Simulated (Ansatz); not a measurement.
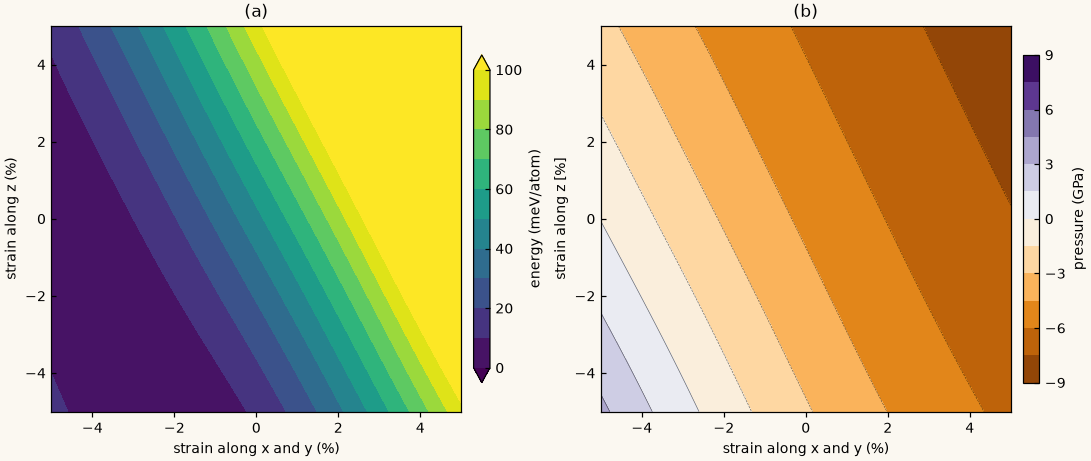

Sn (Immm, No. 71; 1 atom in the cell). The cell is strained homogeneously, by one strain along x and y and another along z, with fractional coordinates fixed (x along [1 0 0], z along [0 0 1] of the conventional cell). Coordinates scanned: (1) strain along x and y; (2) strain along z. The scan uses a 5 × 5 grid. Energies are in meV/atom, from the lowest grid point. The reference cell is the one listed in the database, not relaxed at this level. Computed with DFT LDA, scalar-relativistic, plane waves, PAW (Ansatz). Settings: cutoff 420 eV, k-mesh 20×20×20, gaussian smearing 0.15 eV, no spin polarisation.

Panel (a) is the energy and panel (b) the computed pressure on the same grid.

In the figure: filled contours, one colour for all values above the top of the scale. Between grid points the surface is interpolated.

How does the pressure vary over the map, and what is it at the lowest grid point?

Answer. It runs from −8.2 GPa at strain along x and y = 5.0 %, strain along z = 5.0 % to 3.3 GPa at strain along x and y = −5.0 %, strain along z = −5.0 %. At the lowest grid point, strain along x and y = −2.5 %, strain along z = −5.0 %, it is −0.1 GPa. That point lies on the edge of the scan.
